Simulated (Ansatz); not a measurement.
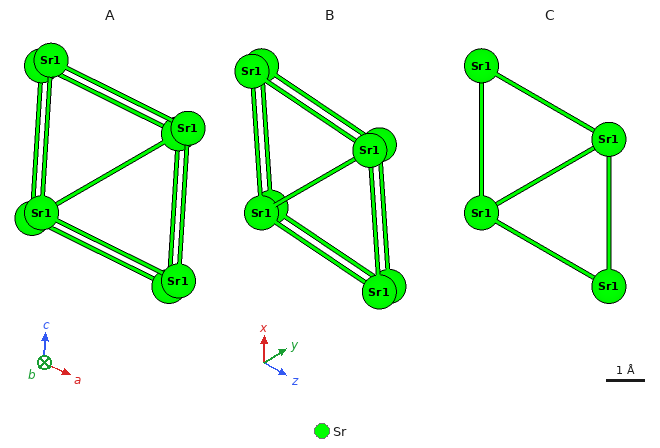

Energy scan for solid Sr (Im-3m), in which the cell is strained along y alone, with the atoms kept at their fractional coordinates. x, y and z are the Cartesian axes of the input. The picture is a ball-and-stick view of the cell of the calculation, seen along the b axis.

Level of theory: DFT r2SCAN, scalar-relativistic, plane waves, PAW (Ansatz). (plane-wave cutoff 500 eV; k-point mesh 14 × 14 × 14; occupations gaussian; smearing width 0.15 eV; no spin polarisation). Energies (free energies at the smearing named) are counted from the cell as listed in its source, which wasn't relaxed.

> Rank the frames from lowest to highest energy.

Lowest first: C (the strain 0.00, 0.0 meV/atom), A (the strain 0.15, 41.3 meV/atom), B (the strain −0.15, 63.2 meV/atom). Over the whole scan: the lowest computed point lies at the strain 0.00 (0.0 meV/atom). The distortion takes the space group from Im-3m to I4/mmm. At the strain −0.15 the cell of the drawing goes a 4.200 → 4.001 Å, b 4.200 → 4.001 Å, c 4.200 → 4.001 Å, α 109.5° → 105.4°, β 109.5° → 118.0°, γ 109.5° → 105.4°.
